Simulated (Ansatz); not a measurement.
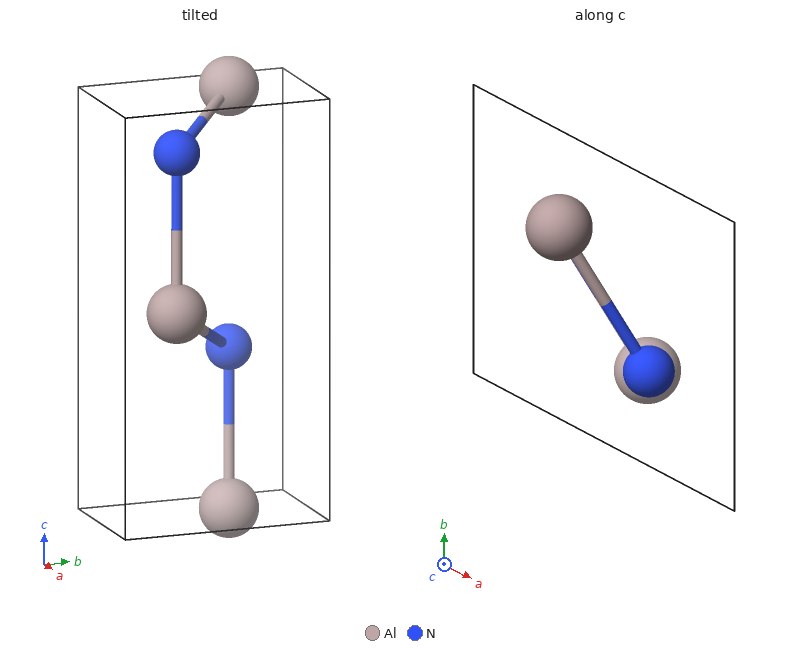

Drawn in the ball-and-stick manner and seen slightly off an axis and along the c axis. One unit cell is outlined, and atoms on its boundary appear in each equivalent place.

AlN, a = 3.108 Å, b = 3.040 Å, c = 4.979 Å, α = 90.00°, β = 90.00°, γ = 117.84°. Strictly the space group is P2_1 (No. 4, within 0.01 Å). It is a distorted form of a primitive hexagonal structure, space group P6_3mc (No. 186) within 0.25 Å: wurtzite. Its origin is a structure type filled with these elements by a generator (whether the compound takes this form wasn't checked). The cell was then strained or its atoms displaced on purpose. It went into a calculation with Ansatz.

This one geometry was computed with Ansatz (DFT, plane waves, PAW) at three levels of theory: HSE06, r2SCAN and PBE. It was relaxed with r2SCAN and then strained.

**Which level gives the highest pressure at this volume, and what does that say about its equilibrium volume?**

Highest: PBE (4.7 GPa), which points to the largest equilibrium volume. Lowest, with the smallest volume: HSE06 (-0.6 GPa). Levels within 0.5 GPa of each other can't be told apart.

**How does the band gap change with the level of theory?**

PBE: a gap of 4.21 eV, direct; r2SCAN: a gap of 4.86 eV, direct; HSE06: a gap of 5.58 eV, direct.

**Collect the results in a table.**

| level | cutoff (eV) | k-mesh of the run's cell | gap (eV) | pressure (GPa) |
| --- | --- | --- | --- | --- |
| HSE06 | 420 | 6×6×4 | 5.58 | -0.6 |
| r2SCAN | 500 | 12×12×6 | 4.86 | 0.0 |
| PBE | 420 | 12×12×6 | 4.21 | 4.7 |

Gaps are taken on the k-mesh or band path of each run.
